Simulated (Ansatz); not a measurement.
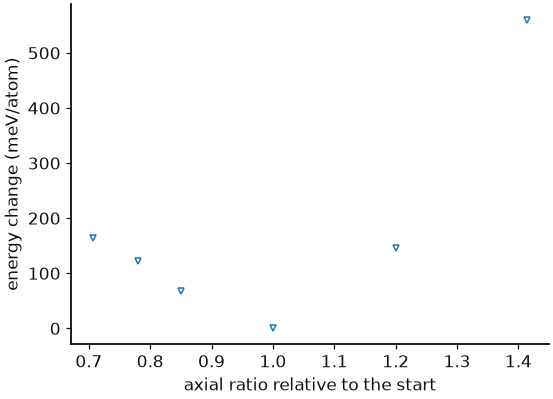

Plotted: energy change against relative axial ratio for SiNi₃, space group Pm-3m (No. 221).

The given structure:
```yaml
crystal:
  lattice:
    - [3.50626, 0.00000, 0.00000]
    - [0.00000, 3.50626, 0.00000]
    - [0.00000, 0.00000, 3.50626]
  atoms:
    - { symbol: Si, position: [0.00000, 0.00000, 0.00000] }
    - { symbol: Ni, position: [0.00000, 0.50000, 0.50000] }
    - { symbol: Ni, position: [0.50000, 0.00000, 0.50000] }
    - { symbol: Ni, position: [0.50000, 0.50000, 0.00000] }
```

Calculation (Ansatz 0.2.0): deformation of a crystal at fixed volume, lengths along the axis scaled against those across it, fractional coordinates fixed, by plane-wave density functional theory with PAW datasets, free energies less that of the undisturbed cell, pressure positive in compression; scalar-relativistic. Level: PBE, no spin polarisation.

```tsv
setting	value
wave cutoff	420 eV
k mesh	16×16×16
occupations	Gaussian
smearing width	0.15 eV
k shift	(0, 0, 0) (mesh steps)
start	relaxed
path	tetragonal
axis direction	(0, 0, 1) (Cartesian unit vector)
```

From this curve and the settings, what does the calculation give for the pressure at the same points?

The pressure goes from 3.1 GPa at relative axial ratio 0.707 to 18.4 GPa at 1.414, not monotonically, with a low of 0.0 GPa at 1.000.

```json
{"axial ratio relative to the start": "0.707", "pressure (GPa)": "3.1"}
{"axial ratio relative to the start": "0.780", "pressure (GPa)": "2.6"}
{"axial ratio relative to the start": "0.850", "pressure (GPa)": "1.6"}
{"axial ratio relative to the start": "1.000", "pressure (GPa)": "0.0"}
{"axial ratio relative to the start": "1.200", "pressure (GPa)": "4.2"}
{"axial ratio relative to the start": "1.414", "pressure (GPa)": "18.4"}
```

Limits of the calculation: no spin polarisation, a magnetic state may lie lower.
